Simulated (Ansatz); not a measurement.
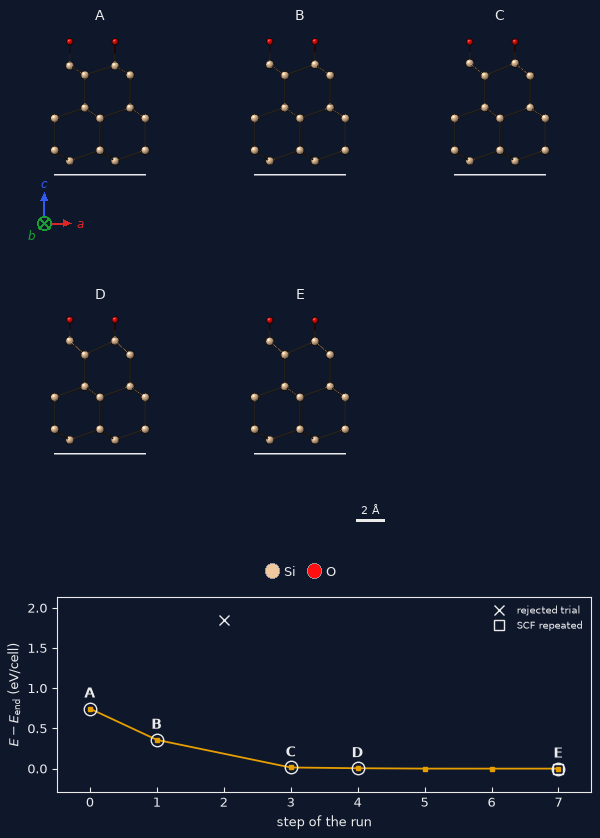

Frames of a constrained relaxation of a slab of composition Si6O (cut from the Fd-3m phase), marked on the history of the run. The picture is a ball-and-stick view of the 2 × 1 repeat of the cell, outlined in the plane, without the vacuum, seen along the b axis.

Case: O put at a top Si site. The slab is the (1 1 1) face of Si with O on it. 3 atoms are held fixed.

All numbers below come from DFT PBEsol, scalar-relativistic, plane waves, PAW (Ansatz 0.2.0).

The input:
```yaml
crystal:
  lattice:
    - [3.8417168278, 0.0, 0.0]
    - [-1.9208584139, 3.327024367, 0.0]
    - [0.0, 0.0, 26.0576844733]
  atoms:
    - { symbol: Si, position: [0.3333333333, 0.6666666667, 0.3261993601] }
    - { symbol: Si, position: [0.0, 0.0, 0.3562936366] }
    - { symbol: Si, position: [0.0, 0.0, 0.4465764664] }
    - { symbol: Si, position: [0.6666666667, 0.3333333333, 0.4759187077] }
    - { symbol: Si, position: [0.6666666667, 0.3333333333, 0.5684832977] }
    - { symbol: Si, position: [0.3333333333, 0.6666666667, 0.5943515468] }
    - { symbol: O, position: [0.3333333333, 0.6666666667, 0.6626615304], spin: 2.0 }
basis:
  ecutwfc: 420
kpoints:
  mp_grid: { grid: [9, 9, 1] }
hamiltonian:
  xc: pbesol
scf:
  occupations: { method: gaussian, width: 0.05 }
output:
  forces: true
  eigenvalues: true
  populations: true
  write_density: true
  write_potential: true
  elf: true
  volumetric_format: npy
magnetization:
  spin_polarized: true
relax:
  adjacent_minimum: "off"
  f_tol: 0.03
  max_steps: 70
  constraints: [{ sites: [0, 1, 2] }]
efield:
  axis: 3
  dipole_correction: true
  ramp_width: 0.04
```

Run as
```bash
ansatz run input.yaml --threads 1 --pin off --max-ram 2560MiB --backend cpu --events-out ev --progress --plain --runs-dir out
```

What happens along the run?

The atom that moves furthest is Si6 (0.26 Å along the normal (+c)). By element the largest moves are Si 0.26 Å, O 0.03 Å. The cell doesn't change. Near-neighbour distances that change, for instance: Si6–O7 1.780 → 1.553 Å, Si5–Si6 2.318 → 2.425 Å, Si4–Si5 2.412 → 2.337 Å. Bond angles that change, for instance: Si6–Si5–Si6 111.9° → 104.7°, Si5–Si6–O7 106.9° → 113.9°, Si4–Si5–Si6 106.9° → 113.9°. After 5 accepted moves (7 points after the start) the energy has fallen by 0.747 eV per cell of the calculation. Largest force component: 4.7 eV/Å at the start, 0.0021 eV/Å at the end. The line search rejected the trial step at point 2 of the run. 1 step only repeated the SCF at the same geometry. From step 0 to 1: Si6 moves most (0.09 Å), energy −0.389 eV per cell of the calculation. From step 1 to 3: Si6 moves most (0.10 Å), energy −0.344 eV per cell of the calculation. From step 3 to 4: Si6 moves most (0.10 Å), energy −9.4 meV per cell of the calculation. From step 4 to 7: Si and O atoms move most (0.04 Å), energy −4.8 meV per cell of the calculation.

```json
{"step": "0", "E − E(0), meV/atom": "0.00", "largest force component, eV/Å": "4.6716", "note": ""}
{"step": "1", "E − E(0), meV/atom": "-55.53", "largest force component, eV/Å": "3.8166", "note": ""}
{"step": "2", "E − E(0), meV/atom": "156.70", "largest force component, eV/Å": "20.3770", "note": "rejected"}
{"step": "3", "E − E(0), meV/atom": "-104.64", "largest force component, eV/Å": "0.9229", "note": ""}
{"step": "4", "E − E(0), meV/atom": "-105.99", "largest force component, eV/Å": "0.2420", "note": ""}
{"step": "5", "E − E(0), meV/atom": "-106.64", "largest force component, eV/Å": "0.1165", "note": ""}
{"step": "6", "E − E(0), meV/atom": "-106.68", "largest force component, eV/Å": "0.0021", "note": ""}
{"step": "7", "E − E(0), meV/atom": "-106.68", "largest force component, eV/Å": "0.0021", "note": "same geometry, SCF repeated"}
```

Limits of the set-up: the periodic images lie only 3.8 Å apart, so the values are limited by the cell's size.
